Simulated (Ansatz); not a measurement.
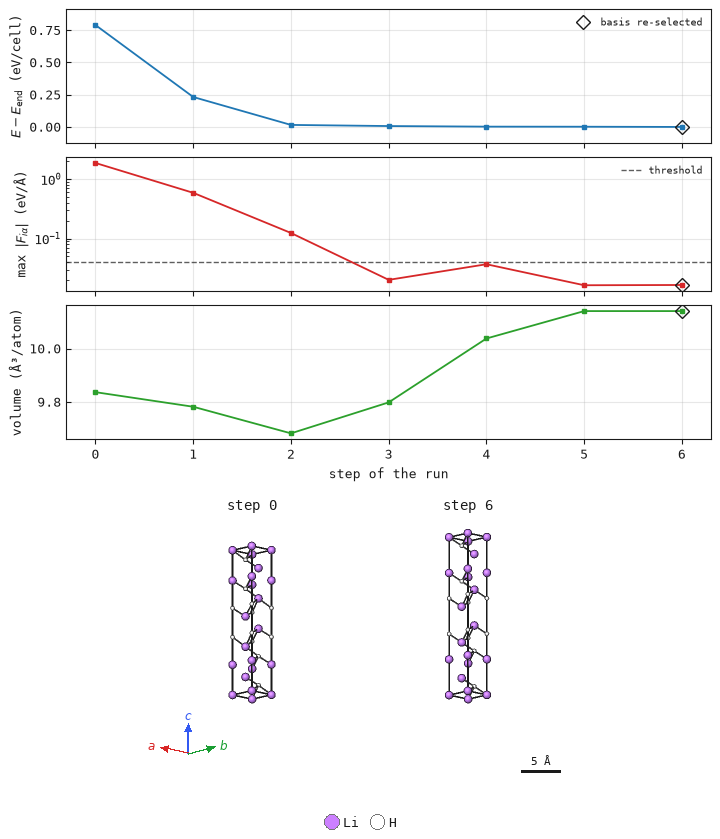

First and last geometry of a relaxation of crystalline Li₃H₂ (built on the tetradymite_166 type) (coarse preliminary run), with the history of the run. The picture is a ball-and-stick view of the conventional cell (3 times the calculation's cell), seen from a free direction. Lengths and directions refer to the drawn axes.

Case: anti-tetradymite type (R-3m, No. 166).

All numbers below come from Ansatz 0.2.0, DFT PBE, scalar-relativistic, plane waves, PAW. Set-up: plane-wave cutoff 420 eV; k-point mesh 6 × 6 × 6; occupations gaussian; smearing width 0.1 eV; no spin polarisation; cell and atoms relaxed; force threshold 0.04 eV/Å; at most 70 steps.

Q: Did the run converge, and what did it change?

A: It converged. The largest moves relative to the cell, 0.37 Å, are those of Li atoms. By element the largest moves are Li 0.37 Å, H 0.28 Å. Cell: a = b 2.905 → 2.824 Å (−2.8 %), c 20.196 → 22.031 Å (+9.1 %). Volume +3.1 %. Some distances before and after: Li–Li 2.409 → 3.097 Å, H–Li 2.151 → 2.019 Å, H–Li 2.036 → 2.003 Å. The space group stays R-3m (No. 166). After 5 accepted moves (6 points after the start) the energy has fallen by 0.790 eV per cell of the calculation. The largest force component goes from 1.9 to 0.017 eV/Å. Pressure: 1.42 GPa at the start and 0.05 GPa at the end. At 1 point the geometry stayed and the basis and grid were re-selected for the new cell (energy shift of 1.7 meV per cell of the calculation at most each time).
